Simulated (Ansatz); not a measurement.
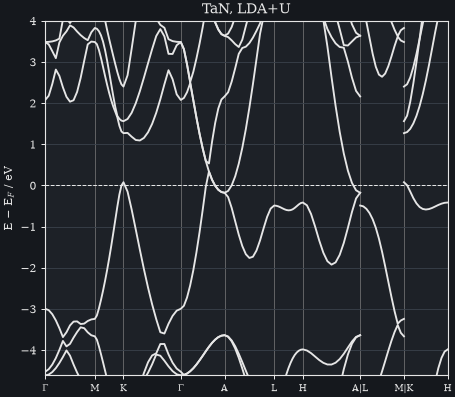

Band structure. Energies are counted from the Fermi level.

What lattice type does the k path imply?

Answer. A hexagonal (primitive) lattice: the path Γ–M–K–Γ–A–L–H–A|L–M|K–H runs through the special points of its Brillouin zone.

System: TaN, space group P-6m2 (No. 187), 2 atoms in the cell.

Space group P-6m2 (No. 187). a = 2.938 Å, b = 2.938 Å, c = 2.883 Å, α = 90.00°, β = 90.00°, γ = 120.00°
```csv
atom,site,symmetry,x,y,z
Ta,1b,-6m2,0.0000,0.0000,0.5000
N,1e,-6m2,0.6667,0.3333,0.0000
```

Ansatz 0.2.0; LDA, Ta d U = 4 eV, Ansatz PAW, no spin polarisation, no spin-orbit coupling, 10×10×9 k mesh, 420 eV cutoff, Fermi-Dirac smearing of 0.05 eV.

Is there a gap at the Fermi level?

Answer. A metal: 2 bands cross the Fermi level along this path.

On which lines of the path do bands cross the Fermi level?

Answer. Bands cross the Fermi level on M–K, K–Γ, Γ–A, A–L, H–A and K–H, and not on Γ–M, L–H and L–M.

Spin-orbit coupling is left out, which matters for Ta. The PAW data sets were made with another functional. The cell is at −8 GPa in this functional. The usual form of TaN is the ε phase (P-62m).
